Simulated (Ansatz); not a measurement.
System: Bi₂S₃.

The calculation's input:

```
crystal:
  lattice:
    - [4.0558205679, 0.0, 0.0]
    - [-2.027910284, 3.512443645, 0.0]
    - [0.0, 0.0, 10.4018247393]
  atoms:
    - { symbol: Bi, position: [0.3333333333, 0.6666666667, 0.1806323156] }
    - { symbol: Bi, position: [0.6666666667, 0.3333333333, 0.8193676844] }
    - { symbol: S, position: [0.3333333333, 0.6666666667, 0.6813819034] }
    - { symbol: S, position: [0.6666666667, 0.3333333333, 0.3186180966] }
    - { symbol: S, position: [0.0, 0.0, 0.0] }
basis:
  ecutwfc: 420
kpoints:
  mp_grid: { grid: [6, 6, 2] }
  band_path:
    path:
      - [[0.0, 0.0, 0.0], [0.5, 0.0, 0.0], [0.33333333, 0.33333333, 0.0], [0.0, 0.0, 0.0], [0.0, 0.0, 0.5], [0.5, 0.0, 0.5], [0.33333333, 0.33333333, 0.5], [0.0, 0.0, 0.5]]
      - [[0.5, 0.0, 0.5], [0.5, 0.0, 0.0]]
      - [[0.33333333, 0.33333333, 0.5], [0.33333333, 0.33333333, 0.0]]
    npoints: 4
hamiltonian:
  xc: hse06
scf:
  occupations: { method: gaussian, width: 0.02 }
output:
  forces: true
  stress: true
  eigenvalues: true
  populations: true
  dos: { projected: true, de: 0.02 }
  bader: false
  write_density: true
  write_potential: true
  elf: true
  volumetric_format: npy
```

Launched as:

```sh
ansatz run input.yaml --threads 1 --pin off --max-ram 2560MiB --backend cpu --events-out ev --progress --plain --runs-dir out
```

Below, planes, directions and counts refer to the conventional cell (a = 4.06 Å, b = 4.06 Å, c = 10.40 Å, α = 90.00°, β = 90.00°, γ = 120.00°).

Space group P-3m1; a structure from a database of computed crystals, not necessarily the ambient phase; a generated structure, not necessarily the stable one; not relaxed (largest force 0.3 eV/Å).

These are results of Ansatz 0.2.0, DFT HSE06, scalar-relativistic, plane waves, PAW, not measurements.

What can the converged valence pseudo-density and electron localisation function tell about the bonding?

Bi–S (2.75 Å): ρ is about 0.37 e/Å³ halfway; the ELF peaks at about 0.85 in the valence shell of S, 0.8 Å from its nucleus, and drops to about 0.30 between the two atoms.
Bi–S (3.00 Å): the density is about 0.22 e/Å³ at the midpoint; the ELF peaks at about 0.85 in the valence shell of S, 0.8 Å from its nucleus, and drops to about 0.25 between the two atoms.

Does the calculation give a band gap?

It is gapped, with a Kohn–Sham gap of 1.7 eV on the k-point mesh, an upper bound to the gap of this method.

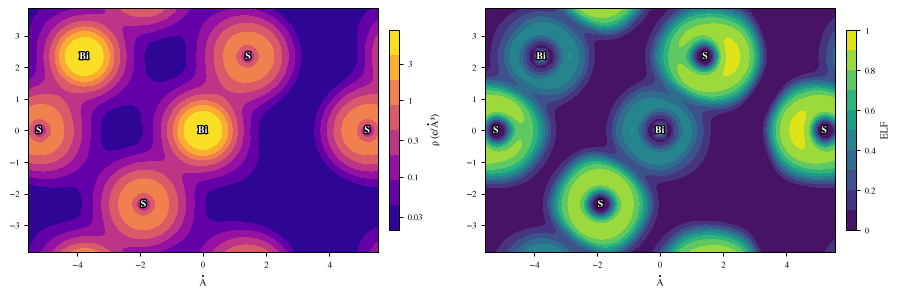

Computed valence pseudo-density and electron localisation function on the (110) plane of the conventional cell, in this order. 

In a PAW calculation such maps are meaningful between the atoms, not at the nuclei.
